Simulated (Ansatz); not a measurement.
BeSe₂

```
Be Se
1.0
     3.69403    0.00000    0.00000
     0.00000    3.69403    0.00000
     0.00000    0.00000   11.47212
Be Se
2 4
Direct
  0.50000 0.50000 0.00000
  0.00000 0.00000 0.00000
  0.50000 0.00000 0.88383
  0.00000 0.50000 0.11617
  0.50000 0.50000 0.50000
  0.00000 0.00000 0.50000
```

Space group P4/nmm; a generated structure, not necessarily the stable one.

All numbers below come from DFT PBE, scalar-relativistic, plane waves, PAW in Ansatz 0.2.0.

In a PAW calculation such maps are meaningful between the atoms, not at the nuclei.

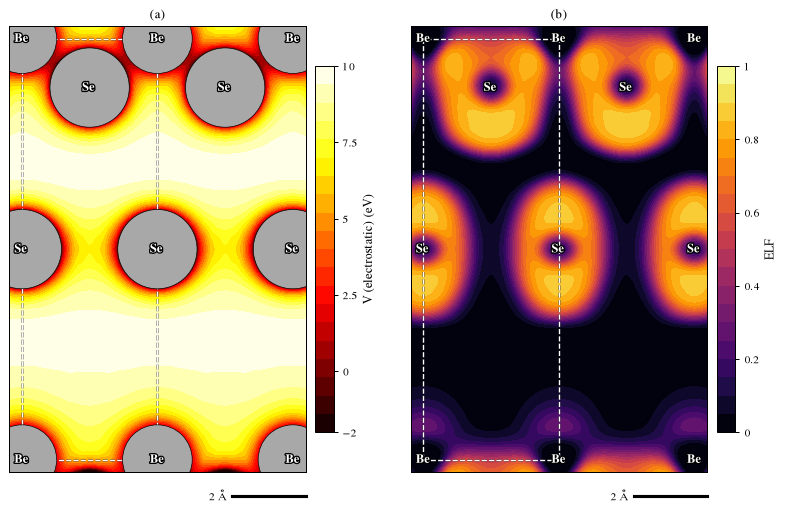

Figure 1. (a) electrostatic potential energy of an electron; (b) ELF on the (100) plane of the conventional cell. Grey discs cover the atomic cores in the potential map.

What do the fields say about this system?

The plane passes through Be and Se nuclei.
Be–Se (2.28 Å): the ELF peaks at about 0.85 between the atoms.
Outside the cores the potential energy rises away from the atoms and is highest about 2.4 Å from the nearest atoms; its zero is arbitrary.

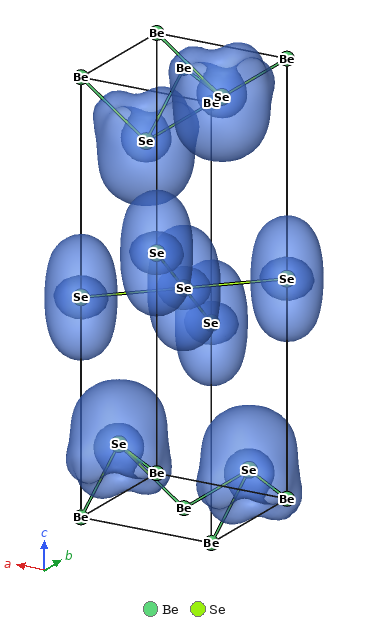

Figure 2. Isosurface of the electron localisation function at 0.7 (blue), seen at an oblique angle. Only the valence region is drawn (cores and ρ < 0.01 e/Å³ removed). Sticks mark near contacts.

What do the ELF domains correspond to?

The ELF exceeds this value in four regions wrapped around Se (the valence shell of each), counted in one cell of 6 atoms. Any copies at cell faces, edges or corners count once. Along the contacts the grid gives the following. Se–Se (2.61 Å): the ELF is about 0.50 at the midpoint.

Does the calculation make it a metal, or give it a gap?

It is metallic or semimetallic at this level of theory: no gap opens.
